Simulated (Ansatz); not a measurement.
## Run report: HfO2, geometry relaxation (part 1 of 2)

- system: HfO2 (Fm-3m, 3 atoms in the cell)
- method: DFT PBE+D3(BJ), scalar-relativistic, plane waves, PAW, no spin polarisation (Ansatz 0.2.0)

The structure derives from an entry of the Crystallography Open Database.

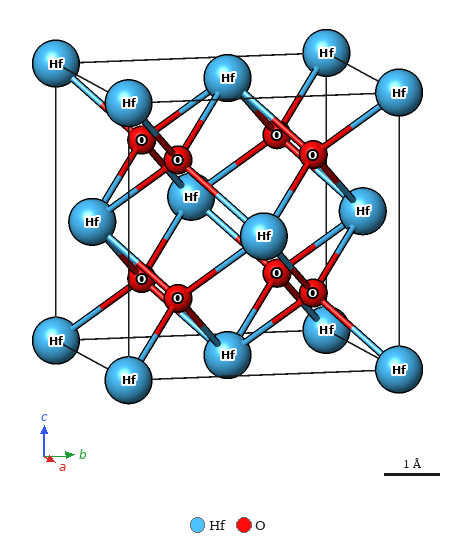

Fig. 1: The structure as given in the input (ball-and-stick view of the cell 4 times as large as that of the calculation, set on its symmetry axes, seen slightly off an axis). Near neighbours in the crystal (not all of them lie inside the picture): Hf has 8 O at 2.21 Å; O has 4 Hf at 2.21 Å.

**Input file**
```yaml
crystal:
  lattice:
    - [0.0, 2.5575, 2.5575]
    - [2.5575, 0.0, 2.5575]
    - [2.5575, 2.5575, 0.0]
  atoms:
    - { symbol: Hf, position: [0.0, 0.0, 0.0] }
    - { symbol: O, position: [0.25, 0.25, 0.25] }
    - { symbol: O, position: [0.75, 0.75, 0.75] }
basis:
  ecutwfc: 420
kpoints:
  mp_grid: { grid: [8, 8, 8] }
hamiltonian:
  xc: pbe
  dispersion: d3bj
scf:
  occupations: { method: gaussian, width: 0.02 }
output:
  forces: true
  stress: true
  eigenvalues: true
  write_density: true
  write_potential: true
  elf: true
  volumetric_format: npy
relax:
  adjacent_minimum: "off"
  f_tol: 0.005
  max_steps: 80
  cell: { stress_tol: 0.05 }
```

Run on 8 threads of Intel Xeon (Granite Rapids), 32 GiB of memory available, shared host.

Run as:
```bash
ansatz run input.yaml --threads 8 --pin off --max-ram 20480MiB --backend cpu --events-out ev --progress --plain --runs-dir out
```

**What the program printed**
```
Engine: ansatz 0.2.0, x86_64-unknown-linux-gnu
Pseudopotentials: kind: paw
Pseudopotential: Hf, paw, valence charge 26, recommended cutoff 420 eV (normal), Hf.paw.azcp
Pseudopotential: O, paw, valence charge 6, recommended cutoff 420 eV (normal), O.paw.azcp
Functional definition: PBE
  parameter kappa = 0.804
  parameter beta = 0.06672455060314922
  exchange = pbe_x(kappa = kappa, mu = beta*pi^2/3)
  correlation = pbe_c(beta = beta)
Crystal: 3 atoms, lattice volume = 33.456 Å³
Basis set: ecut = 420 eV, 645 PW (Γ), exchange–correlation on 50×50×50 points (8 copies of the dense FFT grid, shifted against one another)
Bands: 23, of which v1, the nominal top of the filled ones, is band 19 counted from 1 (18 counted from 0)
Symmetry: 48 space group operations
Space group: Fm-3m (ITA 225), of the structure as read, at distance tolerance 3.2e-5 Å
k-points: 29 of 512
Non-local potential: Hf, projectors of the file, l = 0: 3, l = 1: 2, l = 2: 2, l = 3: 3
Non-local potential: O, projectors of the file, l = 0: 2, l = 1: 2, l = 2: 1
PAW form: soft (Blöchl's): semilocal exchange-correlation on the pseudo side does not see the compensation charge
PAW one-centre angular grid: Hf, 590 points (default); XC on 64 Gauss nodes
PAW one-centre angular grid: O, 110 points (default); XC on 64 Gauss nodes
Initial density: superposition of atomic densities (neutral atoms: chi_scale 0, normalization atom), corrected by the library's trained network
Initial wavefunctions: pseudopotential atomic-orbital guess
Functional: x = pbe(κ = 0.804, μ = 0.2195149727645171), c = pbe(β = 0.06672455060314922)
SCF iter   1: F=—  HF=-16862.105366 eV  |F-HF|=—  |Δ(HF+E_count)|=         —  Δρ=2.41e-3  dr2=1.40e-3  ethr=1.77e-3  ⟨swp⟩=4.9  Hψ=2468  notcnv=0
preconditioner: auto → none  [insulator: Δε(μ)=3.739 eV  Ē_g=18.148 eV  σ=0.020 eV  W_gap=1.00  n_scr=14 (ndim 8)  ℏωp=38.5 eV  f_vac=0.066  D(μ)=0.00/eV (n_scr^D=0)  ε∞_Penn≈5.5]
SCF iter   2: F=—  HF=-16862.106289 eV  |F-HF|=—  |Δ(HF+E_count)|=   9.24e-4  Δρ=1.83e-3  dr2=8.14e-4  ethr=3.69e-6  ⟨swp⟩=2.0  Hψ=1498  notcnv=0
SCF iter   3: F=—  HF=-16862.106180 eV  |F-HF|=—  |Δ(HF+E_count)|=   1.09e-4  Δρ=6.76e-4  dr2=5.74e-5  ethr=2.14e-6  ⟨swp⟩=2.0  Hψ=988  notcnv=0
SCF iter   4: F=—  HF=-16862.106461 eV  |F-HF|=—  |Δ(HF+E_count)|=   2.81e-4  Δρ=1.23e-4  dr2=4.30e-6  ethr=1.51e-7  ⟨swp⟩=2.0  Hψ=1234  notcnv=0
SCF iter   5: F=—  HF=-16862.106460 eV  |F-HF|=—  |Δ(HF+E_count)|=   8.22e-7  Δρ=5.54e-5  dr2=6.77e-7  ethr=1.13e-8  ⟨swp⟩=2.1  Hψ=863  notcnv=0
SCF iter   6: F=-16862.106460 eV  HF=-16862.106460 eV  |F-HF|=6.35e-8  |Δ(HF+E_count)|=   9.47e-8  Δρ=9.65e-6  dr2=1.59e-8  ethr=2.63e-10  ⟨swp⟩=6.2  Hψ=4708  notcnv=0
SCF 1 converged in 6 iterations: F = -16862.106460 eV  dr2 = 1.59e-8
  greatest PAW one-centre occupation: 0.999 electrons in one spin orbital (limit 2), on the Hf atom at site 0 (counted from 0), in its partial waves of l = 3
relax step   1: F+E_penalty+E_count = -16862.10646024 eV  Δ(F+E_penalty+E_count) = +0.000e0 eV  max|allowed force component| = 1.156e-18 eV/Å  Δτ_max = 0.0000 Å  P = -5.989 GPa  Ω = 33.456 Å³  (6 SCF iters, dr2 threshold 1.00e-7 eV, accepted)
Crystal: 3 atoms, lattice volume = 32.472 Å³
Basis set: ecut = 420 eV, 609 PW (Γ), exchange–correlation on 50×50×50 points (8 copies of the dense FFT grid, shifted against one another)
Initial density: handed on by an earlier stage of this run
Initial wavefunctions: those handed on with the density
iter 1 solved again at ethr=1.13e-5 eV; its pass at ethr=3.10e-3 eV (dr2=4.29e-3 eV) is discarded
SCF iter   1: F=—  HF=-16862.127330 eV  |F-HF|=—  |Δ(HF+E_count)|=         —  Δρ=4.07e-3  dr2=4.59e-3  ethr=1.13e-5  ⟨swp⟩=1.0  Hψ=3543  notcnv=0
preconditioner: auto → none  [insulator: Δε(μ)=3.807 eV  Ē_g=18.315 eV  σ=0.020 eV  W_gap=1.00  n_scr=14 (ndim 8)  ℏωp=39.1 eV  f_vac=0.064  D(μ)=0.00/eV (n_scr^D=0)  ε∞_Penn≈5.6]
SCF iter   2: F=—  HF=-16862.126181 eV  |F-HF|=—  |Δ(HF+E_count)|=   1.15e-3  Δρ=1.57e-3  dr2=7.65e-4  ethr=1.13e-5  ⟨swp⟩=2.0  Hψ=1218  notcnv=0
SCF iter   3: F=—  HF=-16862.126066 eV  |F-HF|=—  |Δ(HF+E_count)|=   1.15e-4  Δρ=9.24e-4  dr2=2.39e-4  ethr=2.01e-6  ⟨swp⟩=2.0  Hψ=1150  notcnv=0
SCF iter   4: F=—  HF=-16862.126133 eV  |F-HF|=—  |Δ(HF+E_count)|=   6.64e-5  Δρ=2.08e-4  dr2=6.66e-6  ethr=6.28e-7  ⟨swp⟩=2.0  Hψ=1102  notcnv=0
SCF iter   5: F=—  HF=-16862.126134 eV  |F-HF|=—  |Δ(HF+E_count)|=   1.25e-6  Δρ=9.43e-5  dr2=1.36e-6  ethr=1.75e-8  ⟨swp⟩=2.0  Hψ=1026  notcnv=0
SCF iter   6: F=-16862.126135 eV  HF=-16862.126135 eV  |F-HF|=2.96e-8  |Δ(HF+E_count)|=   1.50e-6  Δρ=1.21e-5  dr2=1.99e-8  ethr=7.89e-10  ⟨swp⟩=9.7  Hψ=5099  notcnv=0
SCF 2 converged in 6 iterations: F = -16862.126135 eV  dr2 = 1.99e-8
  Residual-converged pass: ⟨swp⟩=1.0  Hψ=783  notcnv=0  max |occ|·‖R‖ = 7.0e-9 eV (tolerance 1.0e-8 eV)  dr2=1.99e-8  dr2_onsite=1.04e-8  max |Δocc| = 0.0e0
relax step   2: F+E_penalty+E_count = -16862.12613535 eV  Δ(F+E_penalty+E_count) = -1.968e-2 eV  max|allowed force component| = 3.469e-18 eV/Å  Δτ_max = 0.0000 Å  P = +1.524 GPa  Ω = 32.472 Å³  energy of the carried Pulay correction = +5.392e-3 eV  (6 SCF iters, dr2 threshold 3.00e-7 eV, accepted)
Crystal: 3 atoms, lattice volume = 32.667 Å³
iter 1 solved again at ethr=6.60e-7 eV; its pass at ethr=3.10e-3 eV (dr2=2.51e-4 eV) is discarded
SCF iter   1: F=—  HF=-16862.125896 eV  |F-HF|=—  |Δ(HF+E_count)|=         —  Δρ=8.41e-4  dr2=1.95e-4  ethr=6.60e-7  ⟨swp⟩=2.0  Hψ=3428  notcnv=0
preconditioner: auto → none  [insulator: Δε(μ)=3.777 eV  Ē_g=18.267 eV  σ=0.020 eV  W_gap=1.00  n_scr=14 (ndim 8)  ℏωp=39.0 eV  f_vac=0.069  D(μ)=0.00/eV (n_scr^D=0)  ε∞_Penn≈5.6]
SCF iter   2: F=—  HF=-16862.125950 eV  |F-HF|=—  |Δ(HF+E_count)|=   5.40e-5  Δρ=3.27e-4  dr2=3.38e-5  ethr=5.12e-7  ⟨swp⟩=2.0  Hψ=1102  notcnv=0
SCF iter   3: F=—  HF=-16862.125944 eV  |F-HF|=—  |Δ(HF+E_count)|=   5.54e-6  Δρ=1.88e-4  dr2=9.91e-6  ethr=8.89e-8  ⟨swp⟩=2.0  Hψ=1045  notcnv=0
SCF iter   4: F=-16862.125943 eV  HF=-16862.125943 eV  |F-HF|=1.27e-7  |Δ(HF+E_count)|=   1.39e-6  Δρ=4.19e-5  dr2=2.84e-7  ethr=7.89e-10  ⟨swp⟩=6.8  Hψ=4836  notcnv=0
SCF 3 converged in 4 iterations: F = -16862.125943 eV  dr2 = 2.84e-7
relax step   3: F+E_penalty+E_count = -16862.12594270 eV  Δ(F+E_penalty+E_count) = +1.927e-4 eV  max|allowed force component| = 1.137e-17 eV/Å  Δτ_max = 0.0000 Å  P = -0.058 GPa  Ω = 32.667 Å³  energy of the carried Pulay correction = +4.311e-3 eV  (4 SCF iters, dr2 threshold 3.00e-7 eV, accepted)
Crystal: 3 atoms, lattice volume = 32.660 Å³
iter 1 solved again at ethr=1.40e-9 eV; its pass at ethr=3.10e-3 eV (dr2=5.33e-7 eV) is discarded
SCF iter   1: F=—  HF=-16862.125881 eV  |F-HF|=—  |Δ(HF+E_count)|=         —  Δρ=5.79e-5  dr2=4.77e-7  ethr=1.40e-9  ⟨swp⟩=2.3  Hψ=3430  notcnv=0
preconditioner: auto → none  [insulator: Δε(μ)=3.781 eV  Ē_g=18.271 eV  σ=0.020 eV  W_gap=1.00  n_scr=14 (ndim 8)  ℏωp=39.0 eV  f_vac=0.069  D(μ)=0.00/eV (n_scr^D=0)  ε∞_Penn≈5.6]
SCF iter   2: F=—  HF=-16862.125984 eV  |F-HF|=—  |Δ(HF+E_count)|=   1.02e-4  Δρ=2.14e-5  dr2=1.69e-7  ethr=1.25e-9  ⟨swp⟩=2.0  Hψ=1189  notcnv=0
SCF iter   3: F=—  HF=-16862.125984 eV  |F-HF|=—  |Δ(HF+E_count)|=   2.95e-8  Δρ=1.23e-5  dr2=1.88e-8  ethr=4.45e-10  ⟨swp⟩=2.2  Hψ=1117  notcnv=0
SCF iter   4: F=-16862.125984 eV  HF=-16862.125984 eV  |F-HF|=1.97e-9  |Δ(HF+E_count)|=   8.33e-9  Δρ=3.12e-6  dr2=1.69e-9  ethr=2.18e-11  ⟨swp⟩=7.1  Hψ=3736  notcnv=0
SCF 4 converged in 4 iterations: F = -16862.125984 eV  dr2 = 1.69e-9
relax step   4: F+E_penalty+E_count = -16862.12598351 eV  Δ(F+E_penalty+E_count) = -4.081e-5 eV  max|allowed force component| = 1.195e-17 eV/Å  Δτ_max = 0.0000 Å  P = +0.002 GPa  Ω = 32.660 Å³  energy of the carried Pulay correction = +4.351e-3 eV  (4 SCF iters, dr2 threshold 8.28e-9 eV, accepted)
Basis set: ecut = 420 eV, 609 PW (Γ), exchange–correlation on 48×48×48 points (8 copies of the dense FFT grid, shifted against one another)
Initial wavefunctions: pseudopotential atomic-orbital guess (no wavefunctions were taken with the density)
iter 1 solved again at ethr=3.29e-8 eV; its pass at ethr=3.10e-3 eV (dr2=1.25e-5 eV) is discarded
SCF iter   1: F=—  HF=-16862.122164 eV  |F-HF|=—  |Δ(HF+E_count)|=         —  Δρ=2.29e-4  dr2=2.37e-6  ethr=3.29e-8  ⟨swp⟩=3.2  Hψ=4567  notcnv=0
preconditioner: auto → none  [insulator: Δε(μ)=3.780 eV  Ē_g=18.271 eV  σ=0.020 eV  W_gap=1.00  n_scr=14 (ndim 8)  ℏωp=39.0 eV  f_vac=0.062  D(μ)=0.00/eV (n_scr^D=0)  ε∞_Penn≈5.6]
SCF iter   2: F=—  HF=-16862.122077 eV  |F-HF|=—  |Δ(HF+E_count)|=   8.66e-5  Δρ=1.12e-4  dr2=1.13e-6  ethr=6.25e-9  ⟨swp⟩=2.0  Hψ=1218  notcnv=0
SCF iter   3: F=—  HF=-16862.122078 eV  |F-HF|=—  |Δ(HF+E_count)|=   7.44e-7  Δρ=5.95e-5  dr2=3.21e-7  ethr=2.98e-9  ⟨swp⟩=2.0  Hψ=1114  notcnv=0
SCF iter   4: F=—  HF=-16862.122078 eV  |F-HF|=—  |Δ(HF+E_count)|=   1.74e-7  Δρ=1.23e-5  dr2=1.74e-8  ethr=8.44e-10  ⟨swp⟩=2.0  Hψ=1102  notcnv=0
SCF iter   5: F=—  HF=-16862.122078 eV  |F-HF|=—  |Δ(HF+E_count)|=   8.49e-9  Δρ=2.98e-6  dr2=6.62e-10  ethr=4.58e-11  ⟨swp⟩=2.2  Hψ=1125  notcnv=0
SCF iter   6: F=—  HF=-16862.122078 eV  |F-HF|=—  |Δ(HF+E_count)|=   1.11e-9  Δρ=6.38e-7  dr2=5.78e-11  ethr=1.74e-12  ⟨swp⟩=2.0  Hψ=1155  notcnv=0
SCF iter   7: F=-16862.122078 eV  HF=-16862.122078 eV  |F-HF|=0.00e0  |Δ(HF+E_count)|=  4.37e-11  Δρ=1.45e-7  dr2=3.24e-12  ethr=1.00e-12  ⟨swp⟩=5.6  Hψ=3185  notcnv=0
SCF 5 converged in 7 iterations: F = -16862.122078 eV  dr2 = 3.24e-12
relax step   5: F+E_penalty+E_count = -16862.12207797 eV  Δ(F+E_penalty+E_count) = +3.906e-3 eV  max|allowed force component| = 9.445e-18 eV/Å  Δτ_max = 0.0000 Å  P = -0.196 GPa  Ω = 32.660 Å³  stress off target by 1.96e-1 GPa  SCF on the basis re-selected at this cell (its energy is not comparable with the rows above)  (7 SCF iters)
basis re-selected at this cell: Δ(F+E_penalty+E_count) = +3.906e-3 eV, ΔP = -0.198 GPa vs the last step (what re-selecting the basis moved, of the pressure what is left beyond the Pulay correction that the steps carried, after the strain that the cell walked since its last selection, with what the two solves' SCF thresholds leave and, on support functions, any second-order correction that the steps lacked; it is no measure of the basis error at this ecutwfc). The dense FFT grid was sized anew with the basis: this SCF ran on 24×24×24 points, the steps before it on 25×25×25, so part of this shift can come from that change (see relax.cell in the input reference). This SCF's stress stands 1.96e-1 GPa from its target on what of the cell is left free (relax.cell.stress_tol is 5.00e-2 GPa) and its largest allowed force component is 9.44e-18 eV/Å (relax.f_tol is 5.00e-3 eV/Å): not within both, so this SCF does not close the relaxation
Crystal: 3 atoms, lattice volume = 32.637 Å³
iter 1 solved again at ethr=9.74e-9 eV; its pass at ethr=3.10e-3 eV (dr2=3.70e-6 eV) is discarded
SCF iter   1: F=—  HF=-16862.122310 eV  |F-HF|=—  |Δ(HF+E_count)|=         —  Δρ=1.03e-4  dr2=2.88e-6  ethr=9.74e-9  ⟨swp⟩=2.0  Hψ=3418  notcnv=0
preconditioner: auto → none  [insulator: Δε(μ)=3.783 eV  Ē_g=18.274 eV  σ=0.020 eV  W_gap=1.00  n_scr=14 (ndim 8)  ℏωp=39.0 eV  f_vac=0.062  D(μ)=0.00/eV (n_scr^D=0)  ε∞_Penn≈5.6]
SCF iter   2: F=—  HF=-16862.122225 eV  |F-HF|=—  |Δ(HF+E_count)|=   8.51e-5  Δρ=4.38e-5  dr2=5.99e-7  ethr=7.58e-9  ⟨swp⟩=2.0  Hψ=1189  notcnv=0
SCF iter   3: F=—  HF=-16862.122225 eV  |F-HF|=—  |Δ(HF+E_count)|=   1.17e-7  Δρ=2.25e-5  dr2=1.40e-7  ethr=1.58e-9  ⟨swp⟩=2.0  Hψ=1054  notcnv=0
SCF iter   4: F=-16862.122225 eV  HF=-16862.122225 eV  |F-HF|=4.06e-9  |Δ(HF+E_count)|=   1.71e-8  Δρ=4.69e-6  dr2=7.53e-9  ethr=2.52e-10  ⟨swp⟩=8.2  Hψ=4336  notcnv=0
SCF 6 converged in 4 iterations: F = -16862.122225 eV  dr2 = 7.53e-9
relax step   6: F+E_penalty+E_count = -16862.12222459 eV  Δ(F+E_penalty+E_count) = -1.466e-4 eV  max|allowed force component| = 1.195e-17 eV/Å  Δτ_max = 0.0000 Å  P = -0.010 GPa  Ω = 32.637 Å³  energy of the carried Pulay correction = +1.315e-4 eV  (4 SCF iters, dr2 threshold 9.59e-8 eV, accepted)
iter 1 solved again at ethr=3.14e-8 eV; its pass at ethr=3.10e-3 eV (dr2=1.19e-5 eV) is discarded
SCF iter   1: F=—  HF=-16862.122175 eV  |F-HF|=—  |Δ(HF+E_count)|=         —  Δρ=1.05e-5  dr2=1.75e-8  ethr=3.14e-8  ⟨swp⟩=3.2  Hψ=4558  notcnv=0
preconditioner: auto → none  [insulator: Δε(μ)=3.782 eV  Ē_g=18.274 eV  σ=0.020 eV  W_gap=1.00  n_scr=14 (ndim 8)  ℏωp=39.0 eV  f_vac=0.062  D(μ)=0.00/eV (n_scr^D=0)  ε∞_Penn≈5.6]
SCF iter   2: F=—  HF=-16862.122087 eV  |F-HF|=—  |Δ(HF+E_count)|=   8.77e-5  Δρ=8.19e-6  dr2=9.13e-9  ethr=4.60e-11  ⟨swp⟩=3.2  Hψ=1634  notcnv=0
SCF iter   3: F=—  HF=-16862.122087 eV  |F-HF|=—  |Δ(HF+E_count)|=   1.21e-9  Δρ=4.09e-6  dr2=1.45e-9  ethr=2.40e-11  ⟨swp⟩=2.0  Hψ=1060  notcnv=0
SCF iter   4: F=—  HF=-16862.122087 eV  |F-HF|=—  |Δ(HF+E_count)|=   1.70e-9  Δρ=1.51e-6  dr2=2.58e-10  ethr=3.81e-12  ⟨swp⟩=2.0  Hψ=1164  notcnv=0
SCF iter   5: F=—  HF=-16862.122087 eV  |F-HF|=—  |Δ(HF+E_count)|=  2.40e-10  Δρ=6.50e-7  dr2=1.26e-10  ethr=1.00e-12  ⟨swp⟩=2.0  Hψ=1150  notcnv=0
SCF iter   6: F=-16862.122087 eV  HF=-16862.122087 eV  |F-HF|=3.64e-12  |Δ(HF+E_count)|=  2.55e-11  Δρ=1.91e-7  dr2=9.56e-12  ethr=1.00e-12  ⟨swp⟩=4.9  Hψ=3253  notcnv=0
SCF 7 converged in 6 iterations: F = -16862.122087 eV  dr2 = 9.56e-12
relax step   7: F+E_penalty+E_count = -16862.12208728 eV  Δ(F+E_penalty+E_count) = +1.373e-4 eV  max|allowed force component| = 1.214e-17 eV/Å  Δτ_max = 0.0000 Å  P = -0.014 GPa  Ω = 32.637 Å³  stress off target by 1.43e-2 GPa  SCF on the basis re-selected at this cell (its energy is not comparable with the rows above)  (6 SCF iters)
```

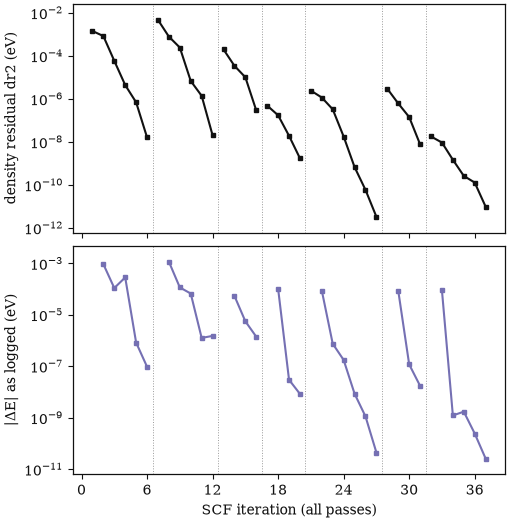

Fig. 2: Convergence of the self-consistent field: density residual dr2 and size of the energy change against the SCF iteration. The dotted lines part the SCF passes of the relaxation: geometry steps, rejected trials and re-solves on a re-selected basis. The 7 passes take 4 to 7 iterations each, 37 in all.

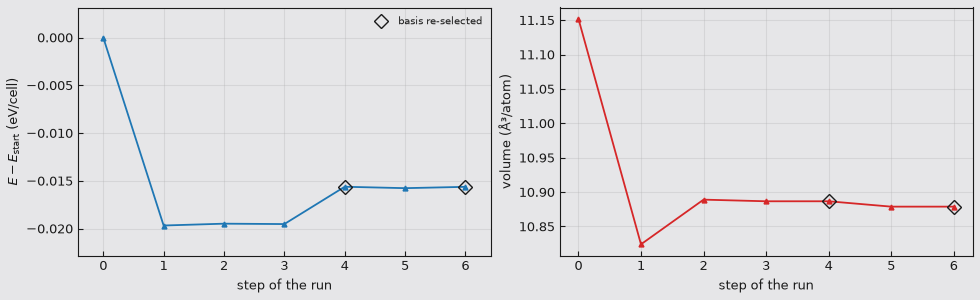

Fig. 3: Progress of the relaxation, step by step (the first geometry is step 0 here and step 1 in the log).
